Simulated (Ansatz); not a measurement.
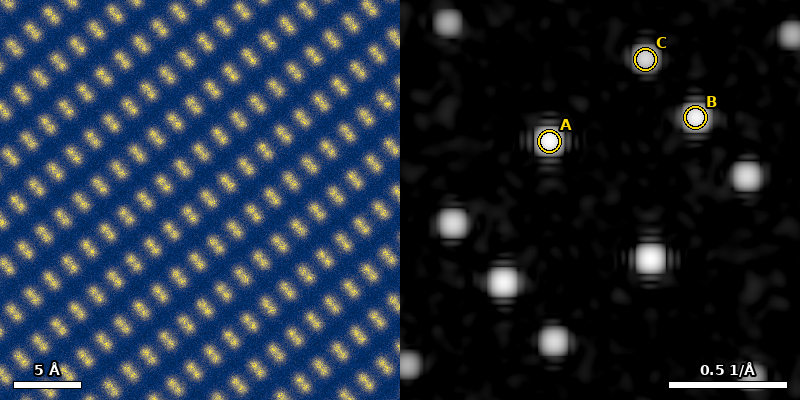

iDPC-like image of a crystal. Simulated as the projected potential of neutral atoms (B = 0.3 Å²) blurred by a 0.50 Å probe, the thin-sample limit of integrated differential phase contrast. Shot noise was added.

The right panel is the modulus of the image's Fourier transform on a logarithmic scale.

Which lattice spacings do the marked spots stand for, and what angle do A and B enclose?

A: 3.0 Å, B: 1.8 Å, C: 1.6 Å; A and B enclose about 90°.

The crystal is Cu (Fd-3m, No. 227) along [211]; the spots are (1 -1 -1), (0 -2 2) and (1 -3 1). Atomic positions: the end point of a relaxation with DFT, PBEsol, plane waves (420 eV) with PAW, scalar-relativistic in Ansatz 0.2.0; the starting structure was generated, so it need not be a known form of this composition.
